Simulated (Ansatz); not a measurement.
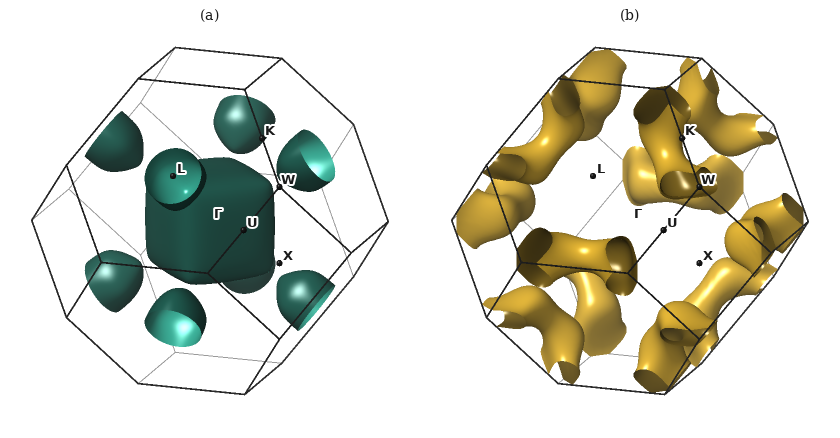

A computed Fermi surface in the first Brillouin zone. Each panel holds one band. The brighter face of a sheet looks towards empty states.

Question: Which lattice has this zone with these labels?

Answer: Face-centred cubic.

Question: What do the sheets look like?

Answer: Panel (a): one hole pocket centred at Γ (7.2 % of the zone) and four hole pockets centred at L (each 1.1 % of the zone).
Panel (b): an open electron network that joins neighbouring zones in all directions (11 % of the zone).
A pocket cut by a face of the zone is counted once with the part on the opposite face.
The shape of the surface of panel (a) changes its kind within 0.04 eV of this level, so small parts may appear, vanish, join or separate.

The surface was computed for Ti (Fm-3m); other compounds with the same structure and electron count can look alike.

These are results of DFT PBE, scalar-relativistic, plane waves, PAW; levels and slopes on a dense k mesh at the converged density in Ansatz, not measurements. No spin polarisation. The levels come from a k mesh of 34×34×34 points. Unrelaxed database geometry (residual pressure 4 GPa).

A magnetic state wasn't tried and may lie lower. Necks and pockets thinner than about two mesh steps aren't resolved, so separate pockets may in truth be joined.
